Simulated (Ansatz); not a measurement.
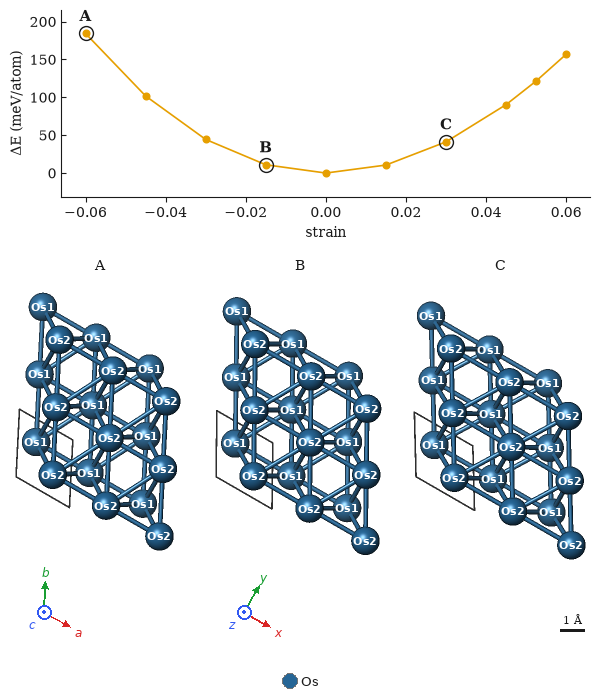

A crystal of Os (P6_3/mmc): the cell is strained along x and oppositely along y, with the atoms kept at their fractional coordinates. x, y and z are the Cartesian axes of the input. The lettered frames are marked on the plot. Style: ball-and-stick. Shown: the cell of the calculation, repeated 3 × 3 × 2 with one cell outlined, along the c axis.

All numbers below come from DFT PBEsol, scalar-relativistic, plane waves, PAW (Ansatz 0.2.0). Settings: plane-wave cutoff 420 eV; k-point mesh 18 × 18 × 12; occupations gaussian; smearing width 0.15 eV; no spin polarisation. Energies (free energies at the smearing named) are counted from the cell as listed in its source, which wasn't relaxed.

Describe the profile.

The lowest computed point lies at the strain 0.00 (0.0 meV/atom). At the ends of the scan the energy is 184.4 meV/atom (−0.06) and 157.0 meV/atom (0.06). The unrelaxed reference is under a pressure of −2.8 GPa. The distortion takes the space group from P6_3/mmc to Cmcm. At the strain −0.06 the cell of the drawing goes a 2.734 → 2.570 Å, b 2.734 → 2.820 Å, γ 120.0° → 117.1°.
